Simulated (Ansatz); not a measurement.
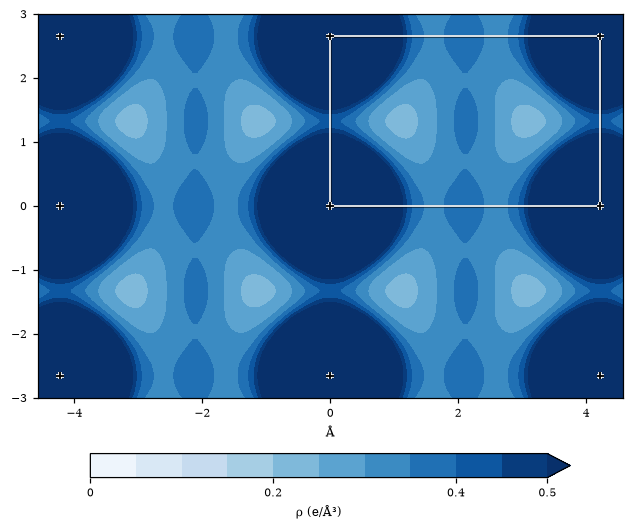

The valence electron density on a plane through atoms (crosses mark nuclei in the plane).

The calculation used Ansatz, DFT, PBEsol, plane waves (420 eV) with PAW, scalar-relativistic.

Candidates:
A. Na, a = 3.67 Å, b = 12.57 Å, c = 3.76 Å, α = 90.00°, β = 118.77°, γ = 90.00°. Space group C2/c; set up as Na, beta-Sn type; a generated structure, not necessarily the stable one; changed on purpose from its base cell (volume × 1.04).
B. Ru, a = 4.22 Å, b = 4.22 Å, c = 2.65 Å, α = 90.00°, β = 90.00°, γ = 120.00°. Space group P6/mmm; set up as Ru, omega (AlB2-type); a generated structure, not necessarily the stable one; changed on purpose from its base cell (volume × 1.0); computed without spin polarisation.

Question: Which system is this?

Answer: Candidate B: Ru on the (100) plane of the conventional cell, which holds Ru. Ru–Ru (2.65 Å): ρ is about 0.41 e/Å³ halfway.
